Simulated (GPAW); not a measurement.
**MgO (Fm-3m): refractive index against wavelength**

The refractive index of MgO (Fm-3m) below the direct gap (4.74 eV on the mesh) is read from one computed spectrum, n = √(Re ε).

Cell: a, b, c = 2.982, 2.982, 2.982 Å (primitive vectors), 2 atoms.

Method: GPAW 26.7.0, PBE, RPA, k-mesh 14×14×14, local fields up to 60 eV, Lorentzian half width 0.15 eV.

Launch of the response step: `OMP_NUM_THREADS=1 python df.py`. The run took 23 s, its band step included, on 1 thread of Arm Neoverse V2 (shared host).

```tsv
wavelength (nm)	photon energy E (eV)	n
850	1.459	1.7585
700	1.771	1.7648
633	1.959	?
532	2.331	1.7801
450	2.755	1.7958
405	3.061	1.8098
365	3.397	1.8286
```

In the single-oscillator model n² − 1 = E₀E_d/(E₀² − E²), so 1/(n² − 1) = E₀/E_d − E²/(E₀E_d) is linear in E².

Working, on the rows shown:

| x = E² (eV²) | y = 1/(n² − 1) |
| --- | --- |
| 2.12762 | 0.477938 |
| 3.13716 | 0.472921 |
| 5.43137 | 0.461094 |
| 7.59115 | 0.449459 |
| 9.37179 | 0.439488 |
| 11.5384 | 0.426662 |

Means: x̄ = 6.5329, ȳ = 0.45459. Σ(x − x̄)(y − ȳ) = -0.3604, Σ(x − x̄)² = 66.39. Slope = -0.3604 / 66.39 = -0.005428; intercept = ȳ − slope · x̄ = 0.49006. Turned back into n, the line misses the rows shown by at most 0.0011.

Task: What does the fit predict for the withheld row, and how well does it do?

Result: At x = 3.8364 the line gives y = 0.46923, that is 1.7695. The run gave 1.7694, so the interpolation is off by 0.0001, 0.1 % of the range in the table.

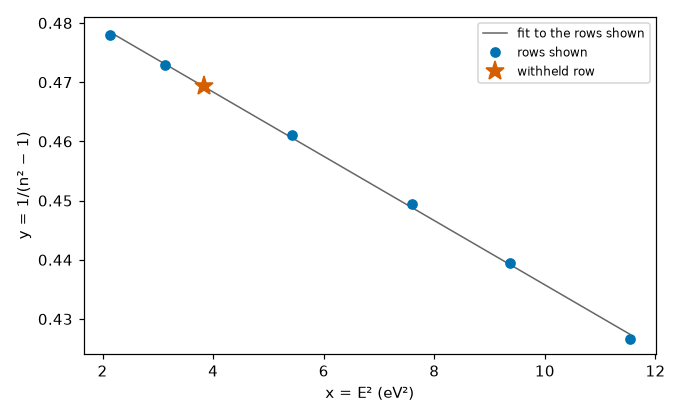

Refitted with all rows, the slope is -0.005431 and the intercept 0.49008. These give E₀ = √(intercept/−slope) = 9.50 eV and E_d = E₀/intercept = 19.4 eV; E₀ is 2.0 times the direct gap. The electronic limit at long wavelengths, without lattice vibrations, is n = √(1 + 1/intercept) = 1.744. The cell comes from an older database entry, whose edges can be off by a per cent or so. Excitons are left out; PBE gaps are as a rule too small. The values come from a sum over the points of one k-mesh and carry its error, which grows as the direct gap shrinks. This version of GPAW has incomplete matrix elements in the optical limit, which can lower ε − 1 by up to a tenth where first-row anions or d states rule. The local-field cutoff holds few shells of reciprocal vectors for this small cell, so ε∞ can read a few per cent high.

[Logs are printed without paths, hosts, clocks, repeated set-up lines and the standing remarks that a program may print on its own settings, such as how far it seeks lower states.]
